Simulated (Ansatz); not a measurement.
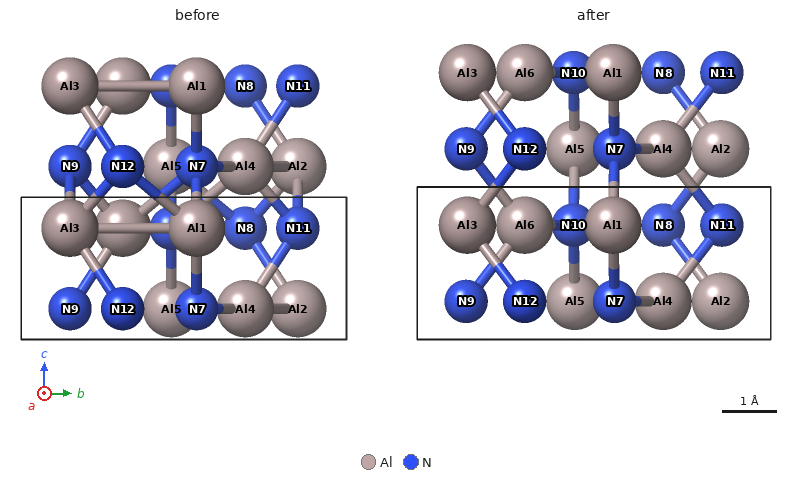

The structure of a crystal of AlN (a generated structure, set up in P-3) (coarse preliminary run) before (left) and after (right) a relaxation, at one scale.

Style: ball-and-stick. Shown: the cell of the calculation, repeated 1 × 1 × 2 with one cell outlined, along the a axis.

Computed with DFT PBE, scalar-relativistic, plane waves, PAW (Ansatz).

Input
```yaml
crystal:
  lattice:
    - [7.00607754, 0.0, 0.0]
    - [-3.50303877, 6.06744113, 0.0]
    - [0.0, 0.0, 2.65361621]
  atoms:
    - { symbol: Al, position: [0.85027304, 0.53882602, 0.78300202] }
    - { symbol: Al, position: [0.31144702, 0.85027304, 0.21699798] }
    - { symbol: Al, position: [0.68855298, 0.14972696, 0.78300202] }
    - { symbol: Al, position: [0.53882602, 0.68855298, 0.21699798] }
    - { symbol: Al, position: [0.14972696, 0.46117398, 0.21699798] }
    - { symbol: Al, position: [0.46117398, 0.31144702, 0.78300202] }
    - { symbol: "N", position: [0.68855298, 0.53882602, 0.21699798] }
    - { symbol: "N", position: [0.14972696, 0.68855298, 0.78300202] }
    - { symbol: "N", position: [0.46117398, 0.14972696, 0.21699798] }
    - { symbol: "N", position: [0.31144702, 0.46117398, 0.78300202] }
    - { symbol: "N", position: [0.53882602, 0.85027304, 0.78300202] }
    - { symbol: "N", position: [0.85027304, 0.31144702, 0.21699798] }
basis:
  ecutwfc: 420
kpoints:
  mp_grid: { grid: [3, 3, 6] }
hamiltonian:
  xc: pbe
scf:
  occupations: { method: gaussian, width: 0.1 }
  lower_state_search: "off"
output:
  forces: true
  stress: true
  eigenvalues: true
relax:
  adjacent_minimum: "off"
  f_tol: 0.04
  max_steps: 70
  cell: { stress_tol: 0.4 }
```

Command:
```bash
ansatz run input.yaml --threads 1 --pin off --max-ram 2560MiB --backend cpu --events-out ev --progress --plain --runs-dir out
```

> Describe what moved and what it gained.

After 7 accepted moves (9 points after the start) the energy has fallen by 717 meV per atom. Largest force component: 5.5 eV/Å at the start, 0.024 eV/Å at the end. Pressure: 72.03 GPa at the start and −0.15 GPa at the end. The SCF was repeated twice at an unchanged geometry on a basis and grid sized afresh for the cell, which shifted the energy by 20.3 meV per atom at most. The largest moves relative to the cell, 0.16 Å, are those of N7, N8, N9, N10, N11 and N12. N11 goes roughly along [2 1 −3]. By element the largest moves are N 0.16 Å, Al 0.14 Å. Cell: a = b 7.006 → 7.612 Å (+8.7 %), c 2.654 → 2.847 Å (+7.3 %). Volume +26.6 %. Some distances before and after: Al1–N12 1.966 → 2.391 Å, Al1–Al3 2.372 → 2.740 Å, Al1–N7 1.616 → 1.894 Å, Al1–N8 1.817 → 1.843 Å. Bond angles that change, for instance: Al1–N8–Al2 121.4° → 125.5°, N8–Al2–N9 127.4° → 124.1°, N8–Al2–N9 121.4° → 124.2°. The space group (tolerance 0.01 Å) goes from P-3 (No. 147) to P6_3/m (No. 176).
